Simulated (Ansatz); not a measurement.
Input

```
crystal:
  lattice:
    - [3.1218205062, 0.0, 0.0]
    - [0.0, 3.1218205062, 0.0]
    - [0.0, 0.0, 8.4449834362]
  atoms:
    - { symbol: Al, position: [0.5, 0.5, 0.1590940351] }
    - { symbol: Al, position: [0.0, 0.0, 0.3409059649] }
    - { symbol: Al, position: [0.0, 0.0, 0.6590940351] }
    - { symbol: Al, position: [0.5, 0.5, 0.8409059649] }
    - { symbol: Ru, position: [0.0, 0.0, 0.0] }
    - { symbol: Ru, position: [0.5, 0.5, 0.5] }
basis:
  ecutwfc: 500
kpoints:
  mp_grid: { grid: [12, 12, 4] }
hamiltonian:
  xc: r2scan
scf:
  occupations: { method: gaussian, width: 0.1 }
output:
  forces: true
  stress: true
  eigenvalues: true
  write_density: true
  write_potential: true
  elf: true
  volumetric_format: npy
```

Run with:

```sh
ansatz run input.yaml --threads 1 --pin off --max-ram 2560MiB --backend cpu --events-out ev --progress --plain --runs-dir out
```

Below, planes, directions and counts refer to the conventional cell (a = 3.12 Å, b = 3.12 Å, c = 8.44 Å, α = 90.00°, β = 90.00°, γ = 90.00°).

Space group I4/mmm; a structure from a database of computed crystals, not necessarily the ambient phase; computed without spin polarisation.

These are results of DFT r2SCAN, scalar-relativistic, plane waves, PAW (Ansatz 0.2.0), not measurements.

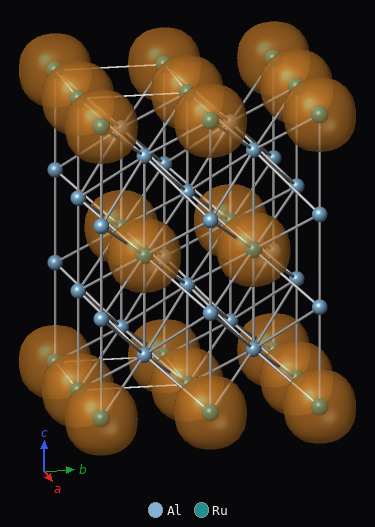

Al$_{2}$Ru. Isosurface of the valence charge density (pseudo) at 0.6 e/Å³ (orange), seen slightly off an axis. Sticks mark near contacts.

The density is the valence pseudo-density of a PAW calculation; it isn't the true density close to the nuclei.

### What does this surface tell about the bonding?

At this value the density breaks into separate islands; it holds about 60 % of the electrons treated as valence (semicore included). It bridges none of the near contacts. It is pinched off along the sampled Al–Ru (2.58 Å), Al–Al (2.69 Å) and Al–Ru (2.88 Å) contacts. On the grid the lowest density along these lines, outside the cores, is 0.27 e/Å³ (Al–Ru, 2.58 Å), 0.23 e/Å³ (Al–Al, 2.69 Å) and 0.27 e/Å³ (Al–Ru, 2.88 Å).

### Does the calculation make it a metal, or give it a gap?

It is metallic or semimetallic at this level of theory: no gap opens.
